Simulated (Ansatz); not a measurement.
## Run report: C, geometry relaxation

- system: C (P6₃/mmc, 4 atoms in the cell)
- method: DFT r2SCAN, scalar-relativistic, plane waves, PAW, no spin polarisation (Ansatz 0.2.0)

It belongs to a series of runs on one base structure; here: volume 9.356 Å³/atom.

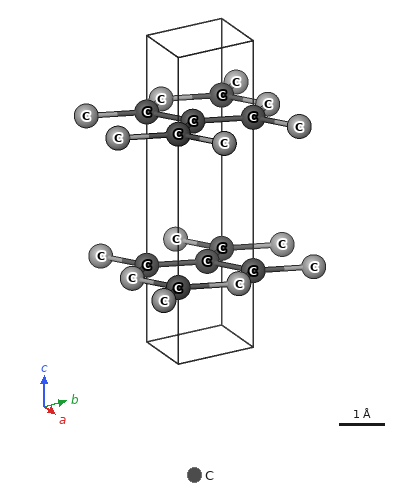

**Figure 1.** The input geometry (ball-and-stick view of the cell of the calculation, seen slightly off an axis; neighbours outside the cell are drawn fainter). Near neighbours in the crystal (not all of them lie inside the picture): C has 3 C at 1.43 Å.

**Key numbers**

```csv
quantity,value
outcome,converged
space group (tolerance 0.01 Å),P6₃/mmc (194)
electrons treated,16
free energy,−1006.6814 eV
Fermi energy,6.392 eV
gap on the k-point mesh,1.59 eV
pressure,−0.19 GPa
final volume,37.42 Å³
largest force (length of the vector) at the end,under 0.001 eV/Å
final cell,"a = 2.456 Å, b = 2.456 Å, c = 7.163 Å, α = 90.00°, β = 90.00°, γ = 120.00°"
hardware,"4 threads of an Arm (aarch64) CPU, shared host"
wall time,3.3 s (CPU time 11 s)
peak memory,0.4 GiB
```

**Input**
```yaml
crystal:
  lattice:
    - [2.4700902213, 0.0, 0.0]
    - [-1.2350451106, 2.1391608813, 0.0]
    - [0.0, 0.0, 7.0825745451]
  atoms:
    - { symbol: C, position: [0.0, 0.0, 0.25] }
    - { symbol: C, position: [0.0, 0.0, 0.75] }
    - { symbol: C, position: [0.3333333333, 0.6666666667, 0.25] }
    - { symbol: C, position: [0.6666666667, 0.3333333333, 0.75] }
basis:
  ecutwfc: 500
  ecutrho_ratio: 4
kpoints:
  mp_grid: { grid: [10, 10, 4] }
hamiltonian:
  xc: r2scan
scf:
  occupations: { method: gaussian, width: 0.05 }
output:
  forces: true
  stress: true
  eigenvalues: true
relax:
  f_tol: 0.01
  max_steps: 40
  cell: { stress_tol: 0.1, fix: [volume] }
```

**What the program printed**
```
Engine: ansatz 0.2.0, aarch64-unknown-linux-gnu
Pseudopotentials: kind: paw
Pseudopotential: C, paw, valence charge 4, recommended cutoff 500 eV (meta_gga), C.paw.azcp
Functional definition: r2SCAN
  parameter k0 = 0.174
  parameter k1 = 0.065
  parameter a1 = 4.9479
  exchange = r2scan_x(k0 = k0, k1 = k1, a1 = a1)
  correlation = r2scan_c
Crystal: 4 atoms, lattice volume = 37.424 Å³
Basis set: ecut = 500 eV, 955 PW (Γ), exchange–correlation on 80×80×216 points (64 copies of the dense FFT grid, shifted against one another)
Bands: 12, of which v1, the nominal top of the filled ones, is band 8 counted from 1 (7 counted from 0)
Symmetry: 24 space group operations
Space group: P63/mmc (ITA 194), of the structure as read, at distance tolerance 3.3e-5 Å
k-points: 42 of 400
Non-local potential: C, projectors of the file, l = 0: 2, l = 1: 2, l = 2: 1
PAW form: soft (Blöchl's): semilocal exchange-correlation on the pseudo side does not see the compensation charge
PAW frozen core: C, regenerated for the run's functional (the file was generated under x = pbe(κ = 0.804, μ = 0.2195149727645171), c = pbe(β = 0.06672455060314922))
PAW one-centre angular grid: C, 302 points (default); XC on 239 of its mesh's 2573 points in the sphere
Initial density: superposition of atomic densities (neutral atoms: chi_scale 0, normalization atom), corrected by the library's trained network
Initial wavefunctions: pseudopotential atomic-orbital guess
Functional: x = r2scan, c = r2scan; τ floored in thin density (d = 2e-4 eV/Å³)
SCF iter   1: F=—  HF=-1006.597350 eV  |F-HF|=—  |Δ(HF+E_count)|=         —  Δρ=7.54e-3  dr2=5.95e-3  dr2_τ=7.87e-1  ethr=1.77e-3  ⟨swp⟩=6.2  Hψ=2904  notcnv=0
preconditioner: auto → none  [insulator: Δε(μ)=1.513 eV  Ē_g=16.463 eV  σ=0.050 eV  W_gap=1.00  n_scr=4 (ndim 8)  ℏωp=24.3 eV  f_vac=0.041  D(μ)=0.00/eV (n_scr^D=0)  ε∞_Penn≈3.2]
SCF iter   2: F=—  HF=-1006.671973 eV  |F-HF|=—  |Δ(HF+E_count)|=   7.46e-2  Δρ=4.74e-3  dr2=2.44e-3  dr2_τ=1.21e-4  ethr=3.72e-5  ⟨swp⟩=2.0  Hψ=1344  notcnv=0
SCF iter   3: F=—  HF=-1006.672268 eV  |F-HF|=—  |Δ(HF+E_count)|=   2.94e-4  Δρ=2.04e-3  dr2=7.62e-4  dr2_τ=8.71e-5  ethr=1.53e-5  ⟨swp⟩=2.1  Hψ=858  notcnv=0
SCF iter   4: F=—  HF=-1006.672149 eV  |F-HF|=—  |Δ(HF+E_count)|=   1.18e-4  Δρ=8.58e-4  dr2=1.22e-4  dr2_τ=4.66e-6  ethr=4.76e-6  ⟨swp⟩=2.0  Hψ=802  notcnv=0
SCF iter   5: F=—  HF=-1006.672130 eV  |F-HF|=—  |Δ(HF+E_count)|=   1.93e-5  Δρ=1.43e-4  dr2=5.38e-6  dr2_τ=6.20e-7  ethr=7.64e-7  ⟨swp⟩=2.7  Hψ=850  notcnv=0
SCF iter   6: F=—  HF=-1006.672129 eV  |F-HF|=—  |Δ(HF+E_count)|=   8.79e-7  Δρ=2.26e-5  dr2=7.64e-8  dr2_τ=6.49e-9  ethr=6.25e-10  ⟨swp⟩=4.6  Hψ=2921  notcnv=0
SCF iter   7: F=-1006.672129 eV  HF=-1006.672129 eV  |F-HF|=5.34e-10  |Δ(HF+E_count)|=   3.20e-8  Δρ=2.59e-6  dr2=1.04e-9  dr2_τ=1.45e-10  ethr=4.77e-10  ⟨swp⟩=2.8  Hψ=1971  notcnv=0
SCF 1 converged in 7 iterations: F = -1006.672129 eV  dr2 = 1.04e-9
  greatest PAW one-centre occupation: 0.683 electrons in one spin orbital (limit 2), on the C atom at site 1 (counted from 0), in its partial waves of l = 0
relax step   1: F+E_penalty+E_count = -1006.67212925 eV  Δ(F+E_penalty+E_count) = +0.000e0 eV  max|allowed force component| = 4.626e-16 eV/Å  Δτ_max = 0.0000 Å  P = -4.609 GPa  Ω = 37.424 Å³  fix = [volume]  reactions: volume -4.609 GPa  (7 SCF iters, dr2 threshold 1.00e-7 eV, accepted)
Basis set: ecut = 500 eV, 957 PW (Γ), exchange–correlation on 80×80×216 points (64 copies of the dense FFT grid, shifted against one another)
Initial density: handed on by an earlier stage of this run
Initial wavefunctions: those handed on with the density
iter 1 solved again at ethr=5.86e-6 eV; its pass at ethr=3.10e-3 eV (dr2=9.37e-4 eV) is discarded
SCF iter   1: F=—  HF=-1006.679647 eV  |F-HF|=—  |Δ(HF+E_count)|=         —  Δρ=1.88e-3  dr2=8.93e-4  dr2_τ=8.24e-4  ethr=5.86e-6  ⟨swp⟩=2.1  Hψ=4185  notcnv=0
preconditioner: auto → none  [insulator: Δε(μ)=1.569 eV  Ē_g=16.561 eV  σ=0.050 eV  W_gap=1.00  n_scr=4 (ndim 8)  ℏωp=24.3 eV  f_vac=0.050  D(μ)=0.00/eV (n_scr^D=0)  ε∞_Penn≈3.1]
SCF iter   2: F=—  HF=-1006.680486 eV  |F-HF|=—  |Δ(HF+E_count)|=   8.40e-4  Δρ=7.76e-4  dr2=1.02e-4  dr2_τ=5.54e-6  ethr=5.58e-6  ⟨swp⟩=2.1  Hψ=898  notcnv=0
SCF iter   3: F=—  HF=-1006.680505 eV  |F-HF|=—  |Δ(HF+E_count)|=   1.89e-5  Δρ=1.46e-4  dr2=2.70e-6  dr2_τ=3.37e-7  ethr=6.35e-7  ⟨swp⟩=2.7  Hψ=765  notcnv=0
SCF iter   4: F=—  HF=-1006.680508 eV  |F-HF|=—  |Δ(HF+E_count)|=   2.57e-6  Δρ=4.01e-5  dr2=4.86e-7  dr2_τ=8.93e-8  ethr=2.50e-9  ⟨swp⟩=6.5  Hψ=2714  notcnv=0
SCF iter   5: F=-1006.680508 eV  HF=-1006.680508 eV  |F-HF|=6.53e-9  |Δ(HF+E_count)|=   9.51e-8  Δρ=6.42e-6  dr2=5.81e-9  dr2_τ=1.10e-9  ethr=2.50e-9  ⟨swp⟩=4.3  Hψ=1801  notcnv=0
SCF 2 converged in 5 iterations: F = -1006.680508 eV  dr2 = 5.81e-9
  greatest PAW one-centre occupation: 0.686 electrons in one spin orbital (limit 2), on the C atom at site 1 (counted from 0), in its partial waves of l = 0
relax step   2: F+E_penalty+E_count = -1006.68050770 eV  Δ(F+E_penalty+E_count) = -8.378e-3 eV  max|allowed force component| = 2.776e-16 eV/Å  Δτ_max = 0.0000 Å  P = -1.612 GPa  Ω = 37.424 Å³  energy of the carried Pulay correction = +5.451e-5 eV  fix = [volume]  reactions: volume -1.612 GPa  (5 SCF iters, dr2 threshold 4.00e-7 eV, accepted)
iter 1 solved again at ethr=8.83e-7 eV; its pass at ethr=3.10e-3 eV (dr2=1.41e-4 eV) is discarded
SCF iter   1: F=—  HF=-1006.681280 eV  |F-HF|=—  |Δ(HF+E_count)|=         —  Δρ=8.78e-4  dr2=1.93e-4  dr2_τ=1.81e-4  ethr=8.83e-7  ⟨swp⟩=2.4  Hψ=4105  notcnv=0
preconditioner: auto → none  [insulator: Δε(μ)=1.592 eV  Ē_g=16.595 eV  σ=0.050 eV  W_gap=1.00  n_scr=4 (ndim 8)  ℏωp=24.3 eV  f_vac=0.056  D(μ)=0.00/eV (n_scr^D=0)  ε∞_Penn≈3.1]
SCF iter   2: F=—  HF=-1006.681466 eV  |F-HF|=—  |Δ(HF+E_count)|=   1.87e-4  Δρ=3.65e-4  dr2=2.24e-5  dr2_τ=1.19e-6  ethr=8.83e-7  ⟨swp⟩=2.2  Hψ=845  notcnv=0
SCF iter   3: F=—  HF=-1006.681471 eV  |F-HF|=—  |Δ(HF+E_count)|=   4.53e-6  Δρ=6.82e-5  dr2=6.00e-7  dr2_τ=7.79e-8  ethr=1.40e-7  ⟨swp⟩=2.8  Hψ=782  notcnv=0
SCF iter   4: F=-1006.681471 eV  HF=-1006.681472 eV  |F-HF|=8.57e-8  |Δ(HF+E_count)|=   5.67e-7  Δρ=2.15e-5  dr2=1.41e-7  dr2_τ=2.62e-8  ethr=2.50e-9  ⟨swp⟩=5.9  Hψ=2566  notcnv=0
SCF 3 converged in 4 iterations: F = -1006.681471 eV  dr2 = 1.41e-7
  greatest PAW one-centre occupation: 0.687 electrons in one spin orbital (limit 2), on the C atom at site 1 (counted from 0), in its partial waves of l = 0
relax step   3: F+E_penalty+E_count = -1006.68147142 eV  Δ(F+E_penalty+E_count) = -9.637e-4 eV  max|allowed force component| = 5.485e-16 eV/Å  Δτ_max = 0.0000 Å  P = -0.198 GPa  Ω = 37.424 Å³  energy of the carried Pulay correction = +8.001e-5 eV  fix = [volume]  reactions: volume -0.198 GPa  (4 SCF iters, dr2 threshold 4.00e-7 eV, accepted)
Basis set: ecut = 500 eV, 957 PW (Γ), exchange–correlation on 72×72×216 points (64 copies of the dense FFT grid, shifted against one another)
Initial wavefunctions: pseudopotential atomic-orbital guess (no wavefunctions were taken with the density)
iter 1 solved again at ethr=1.47e-7 eV; its pass at ethr=3.10e-3 eV (dr2=2.34e-5 eV) is discarded
SCF iter   1: F=—  HF=-1006.681410 eV  |F-HF|=—  |Δ(HF+E_count)|=         —  Δρ=2.84e-5  dr2=1.51e-7  dr2_τ=6.05e-8  ethr=1.47e-7  ⟨swp⟩=4.1  Hψ=4443  notcnv=0
preconditioner: auto → none  [insulator: Δε(μ)=1.592 eV  Ē_g=16.593 eV  σ=0.050 eV  W_gap=1.00  n_scr=4 (ndim 8)  ℏωp=24.3 eV  f_vac=0.053  D(μ)=0.00/eV (n_scr^D=0)  ε∞_Penn≈3.1]
SCF iter   2: F=—  HF=-1006.681409 eV  |F-HF|=—  |Δ(HF+E_count)|=   3.91e-7  Δρ=1.15e-5  dr2=1.34e-8  dr2_τ=1.10e-8  ethr=9.45e-10  ⟨swp⟩=2.0  Hψ=828  notcnv=0
SCF iter   3: F=—  HF=-1006.681409 eV  |F-HF|=—  |Δ(HF+E_count)|=   1.14e-8  Δρ=6.54e-6  dr2=1.56e-9  dr2_τ=8.64e-10  ethr=8.39e-11  ⟨swp⟩=2.3  Hψ=855  notcnv=0
SCF iter   4: F=-1006.681409 eV  HF=-1006.681409 eV  |F-HF|=2.86e-11  |Δ(HF+E_count)|=   9.93e-9  Δρ=3.72e-7  dr2=8.49e-12  dr2_τ=3.02e-12  ethr=1.00e-12  ⟨swp⟩=3.4  Hψ=2269  notcnv=0
SCF 4 converged in 4 iterations: F = -1006.681409 eV  dr2 = 8.49e-12
relax step   4: F+E_penalty+E_count = -1006.68140931 eV  Δ(F+E_penalty+E_count) = +6.211e-5 eV  max|allowed force component| = 5.485e-16 eV/Å  Δτ_max = 0.0000 Å  P = -0.195 GPa  Ω = 37.424 Å³  fix = [volume]  reactions: volume -0.195 GPa  stress off target by 8.64e-4 GPa on what of the cell is left free  SCF on the basis re-selected at this cell (its energy is not comparable with the rows above)  (4 SCF iters)
```

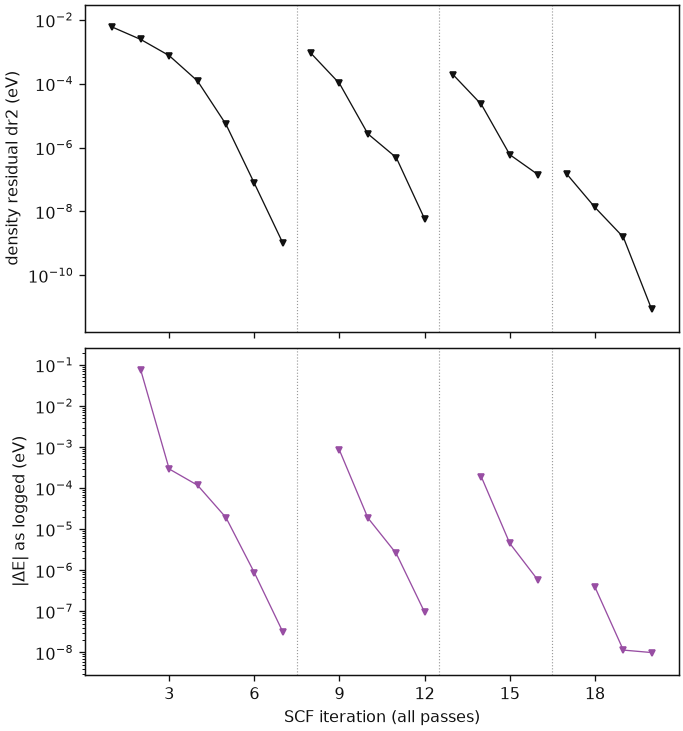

**Figure 2.** Convergence of the self-consistent field: density residual dr2 and size of the energy change against the SCF iteration. The dotted lines part the SCF passes of the relaxation: geometry steps, rejected trials and re-solves on a re-selected basis. The passes take 7, 5, 4 and 4 iterations.

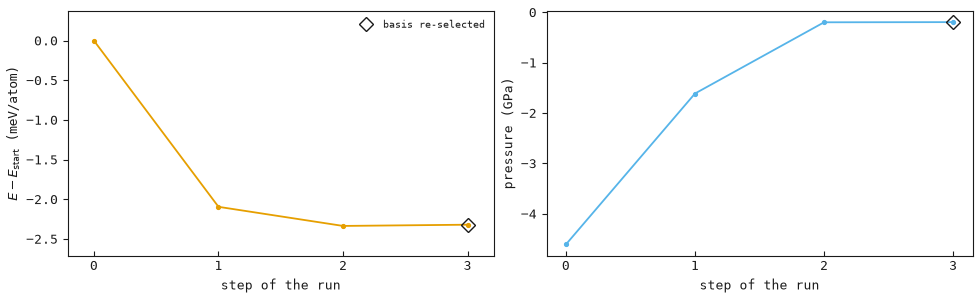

**Figure 3.** Progress of the relaxation, step by step (the first geometry is step 0 here and step 1 in the log).

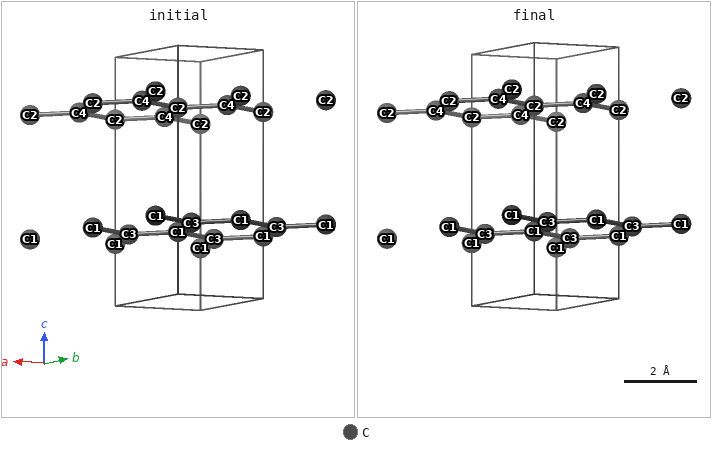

**Figure 4.** Before (left) and after (right) the relaxation, at one scale (ball-and-stick view of the cell of the calculation, repeated 2 × 2 × 1, seen at an oblique angle). Over 2 geometry steps the energy falls by 2.3 meV per atom. All forces vanish by symmetry, so only the cell relaxes. Pressure: −4.61 GPa at the start and −0.19 GPa at the end. The atoms keep their places relative to the cell (all moves are under 0.005 Å). The drawn cell changes at constant volume: a = b 2.470 → 2.456 Å (−0.6 %), c 7.083 → 7.163 Å (+1.1 %). Among the contacts that change: C1–C3 1.426 → 1.418 Å. The space group stays P6_3/mmc (No. 194). A last SCF at the same geometry on a re-selected plane-wave basis shifts the energy by +0.0 meV per atom. (Atoms are counted from 1 in the order of the input.)

```
basis re-selected at this cell: Δ(F+E_penalty+E_count) = +6.211e-5 eV, ΔP = +0.003 GPa vs the last step (what re-selecting the basis moved, of the pressure what is left beyond the Pulay correction that the steps carried, after the strain that the cell walked since its last selection, with what the two solves' SCF thresholds leave and, on support functions, any second-order correction that the steps lacked; it is no measure of the basis error at this ecutwfc). The dense FFT grid was sized anew with the basis: this SCF ran on 18×18×54 points, the steps before it on 20×20×54, so part of this shift can come from that change (see relax.cell in the input reference). This SCF's stress stands 8.64e-4 GPa from its target on what of the cell is left free (relax.cell.stress_tol is 1.00e-1 GPa) and its largest allowed force component is 5.48e-16 eV/Å (relax.f_tol is 1.00e-2 eV/Å): within both
SCF converged after 4 iterations
Free energy (F): -1006.681409 eV
Harris-Foulkes:  -1006.681409 eV  (|F-HF|=2.86e-11)
Internal energy: -1006.681409 eV  (E = F + TS)
E sigma→0 (E₀):  -1006.681409 eV
Fermi energy:    6.391559 eV
--- Per-component energies (eV) ---
  E_band       = -55.253555
  E_kinetic    = 363.381186
  E_local      = -681.898051  (includes V_loc(G=0)·N_el)
  E_nonlocal   = 107.785111
  E_hartree    = 214.701787
  E_xc         = -188.825707
  E_vxc        = -261.586914  (∫ρ·V_xc dr)
  E_paw        = -403.510127  (= ΣΔE_a)
  E_vpaw       = -27.008290  (= ΣTr[D̂ρ^β])
  E_aug_tail   = 0.000021  (compensation charges beyond the density's cutoff)
  E_vtau       = 14.669786  (kinetic-family band-sum trace: ∫τ·v_τ [+ j·A + Jᵃ·Aᵃ] dr)
  E_ewald      = -418.216535
  E_core_change = -0.099095  (= ΣΔE_core)
  E_smearing   = -0.000000  (= −TS)
  E_closure    = -0.000000  (closes the sum)
  Σ components = -1006.681409   (vs F -1006.681409, Δ=0.00e0)
--- Forces (eV/Å), atoms counted from 1 ---
  atom   1  C     -0.00000000     0.00000000    -0.00000000
  atom   2  C      0.00000000    -0.00000000     0.00000000
  atom   3  C      0.00000000    -0.00000000     0.00000000
  atom   4  C     -0.00000000     0.00000000    -0.00000000
  max |Σ_I F_I| component: 7.40e-17 eV/Å
--- Stress (GPa, compression-positive) ---
       -0.194079       0.000000      -0.000000
        0.000000      -0.194079      -0.000000
       -0.000000      -0.000000      -0.195375
  P = ⅓ Tr σ = -0.1945 GPa (-1.945 kbar)
--- Band table (eV; the first three rows and the last of 42) ---
  k-point 0: bands = ["-14.6173", "-14.4424", "-2.4864", "-1.0553", "3.0735", "3.0735", "3.0829", "3.0829", "10.1957", "15.0649", "15.0649", "15.0952"]
  k-point 1: bands = ["-14.5925", "-14.4689", "-2.3034", "-1.2984", "3.0749", "3.0749", "3.0815", "3.0815", "10.8232", "14.5757", "15.0692", "15.0692"]
  k-point 2: bands = ["-14.5316", "-14.5316", "-1.8300", "-1.8300", "3.0782", "3.0782", "3.0782", "3.0782", "12.4715", "12.4715", "15.0798", "15.0798"]
  k-point 41: bands = ["-8.2082", "-8.2082", "-6.4141", "-6.4141", "-4.4632", "-4.4632", "5.2169", "5.2169", "7.4074", "7.4074", "17.0469", "17.0469"]
--- Relaxed structure (3 steps of the walk, 3 accepted, 1 SCFs on fresh bases) ---
  F+E_penalty+E_count = -1006.68140931 eV   max|allowed force component| = 5.485e-16 eV/Å   (the final SCF, on the basis selected at the relaxed cell)
  cell:  # Å, volume = 37.4238 Å³
    - [2.456167390108995, -2.8704754636771396e-11, 2.590872360015523e-19]
    - [-1.2280836950296385, 2.1271033557956653, -1.2954361799815356e-19]
    - [7.428897320571796e-19, 1.087471538246419e-33, 7.1630975380559105]
  atoms:
    - { symbol: C, position: [2.0101893794541774e-32, 2.6889565986172423e-32, 0.25] }
    - { symbol: C, position: [8.474091755303838e-33, -9.60341642342125e-33, 0.75] }
    - { symbol: C, position: [0.3333333333333334, 0.666666666666667, 0.25] }
    - { symbol: C, position: [0.666666666666667, 0.3333333333333335, 0.75] }
```
